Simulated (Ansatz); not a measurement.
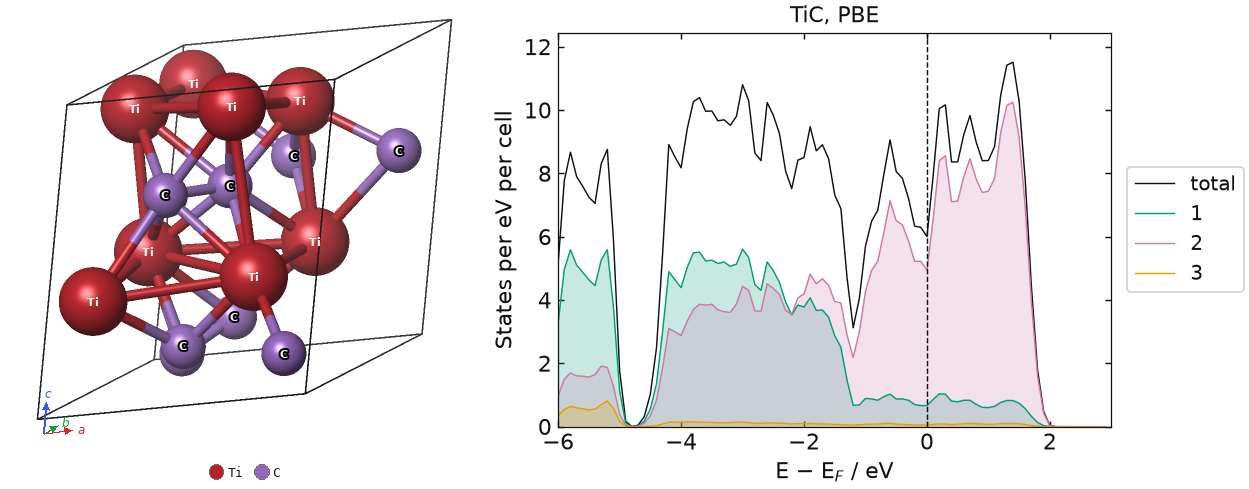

Density of states, beside the structure. Energies are counted from the Fermi level. The partial curves are projected on Löwdin-orthogonalised atomic shells.

Calculation on TiC, space group P1 (No. 1), 16 atoms in the cell.

Method: DFT PBE, scalar-relativistic, plane waves, PAW, no spin polarisation, 6×6×6 k mesh, 420 eV cutoff, Gaussian smearing of 0.1 eV (Ansatz).

> The numbered curves are projections. Which is which? The candidates: C 2p, C 2s, Ti 3d.

1 is C 2p; 2 is Ti 3d; 3 is C 2s.

> What is the density of states at the Fermi level?

It is a metal. The density of states at the Fermi level is about 7.3 per eV and cell (mean within 0.25 eV), or 0.46 per atom.
